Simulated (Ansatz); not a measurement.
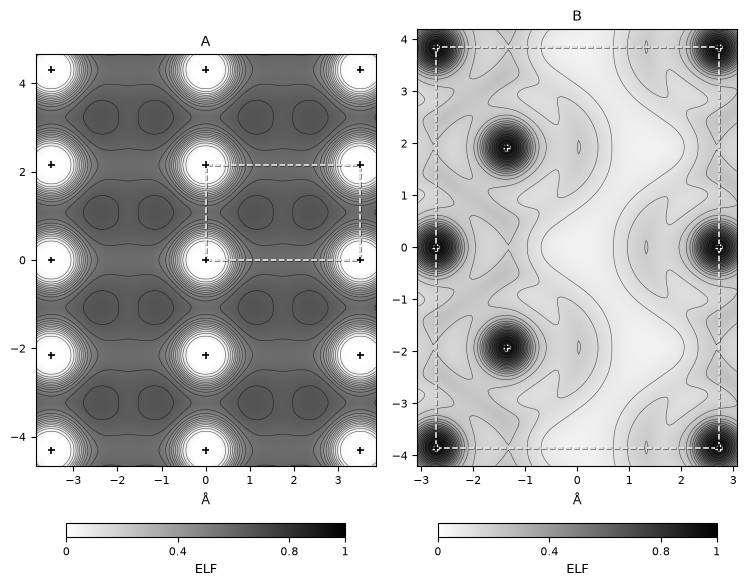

The ELF of 2 systems, each on a plane through atoms (crosses mark nuclei in the plane).

Theory: DFT, RPBE, plane waves (420 eV) with PAW, scalar-relativistic (Ansatz).

System 1: Cu, the (101) plane of the conventional cell. Space group Fd-3m; set up as Cu, diamond; a generated structure, not necessarily the stable one; computed without spin polarisation.

```cif
data_structure
_symmetry_space_group_name_H-M 'P 1'
_symmetry_Int_Tables_number 1
_cell_length_a 5.4450
_cell_length_b 5.4450
_cell_length_c 5.4450
_cell_angle_alpha 90.000
_cell_angle_beta 90.000
_cell_angle_gamma 90.000
_cell_volume 161.43
loop_
_atom_site_label
_atom_site_type_symbol
_atom_site_fract_x
_atom_site_fract_y
_atom_site_fract_z
_atom_site_occupancy
Cu1 Cu 0.75000 0.25000 0.25000 1
Cu2 Cu 0.25000 0.75000 0.25000 1
Cu3 Cu 0.25000 0.25000 0.75000 1
Cu4 Cu 0.75000 0.75000 0.75000 1
Cu5 Cu 0.50000 0.00000 0.00000 1
Cu6 Cu 0.00000 0.50000 0.00000 1
Cu7 Cu 0.00000 0.00000 0.50000 1
Cu8 Cu 0.50000 0.50000 0.50000 1
```

System 2: Be, the (010) plane of the conventional cell. Space group P6/mmm; set up as Be, omega (AlB2-type); a generated structure, not necessarily the stable one; changed on purpose from its base cell (volume × 0.92); computed pressure about 11 GPa in this cell.

```xyz
3
Lattice="3.5006 0.0000 0.0000 -1.7503 3.0316 0.0000 0.0000 0.0000 2.1557" Properties=species:S:1:pos:R:3 pbc="T T T"
Be    0.0000    0.0000    0.0000
Be    0.0000    2.0211    1.0779
Be    1.7503    1.0105    1.0779
```

Which map belongs to which system?

Answer. Panel A is system 2, Be: the plane holds Be. Be–Be (2.16 Å): the ELF reaches about 0.55 near the midpoint. Panel B is system 1, Cu: the plane holds Cu. Cu–Cu (2.36 Å): the ELF is about 0.20 at the midpoint: no localised pair shows between them.
